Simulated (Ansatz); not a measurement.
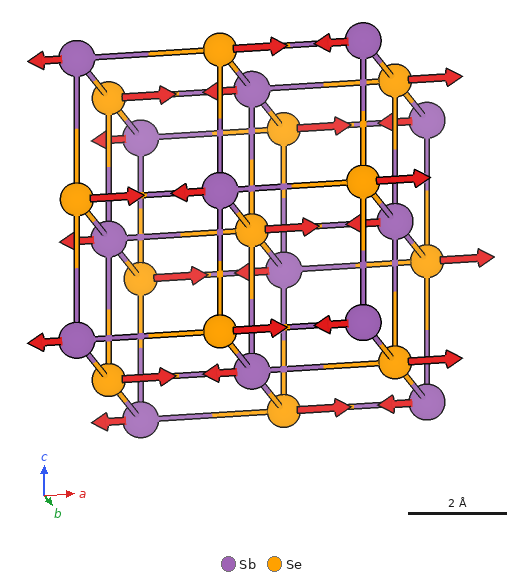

The lowest optical mode of a crystal of SbSe (a generated structure), space group Fm-3m (No. 225), at the zone centre. The red arrows are the displacements of the atoms (eigenvector over the root of the mass), of arbitrary overall length and sign. The picture is a ball-and-stick view of the conventional cell (4 times the calculation's cell), seen from a free direction. Lengths and directions refer to the drawn axes.

The calculation used Ansatz 0.2.0, DFT PBE, scalar-relativistic, plane waves, PAW. Set-up: plane-wave cutoff 420 eV; k-point mesh 12 × 12 × 12; occupations fermi dirac; smearing width 0.15 eV; no spin polarisation.

The frequencies depend somewhat on the k-mesh and the smearing.

Q: Is this crystal at a minimum with respect to the drawn distortion?

A: Yes: this softest mode has a real frequency, and so have all others here. That speaks for this wave vector alone: the rest of the zone wasn't checked in this run. This is the T₁u mode (triply degenerate; one member of the set is drawn) at 3.21 THz, the only optical level, infrared-active by symmetry. The Se sublattice moves against the Sb sublattice, along a; it stretches the shortest Sb–Se bonds (3.00 Å); the kinetic energy is shared as Se 61 %, Sb 39 %. The crystal is a metal, so free carriers screen the infrared response.
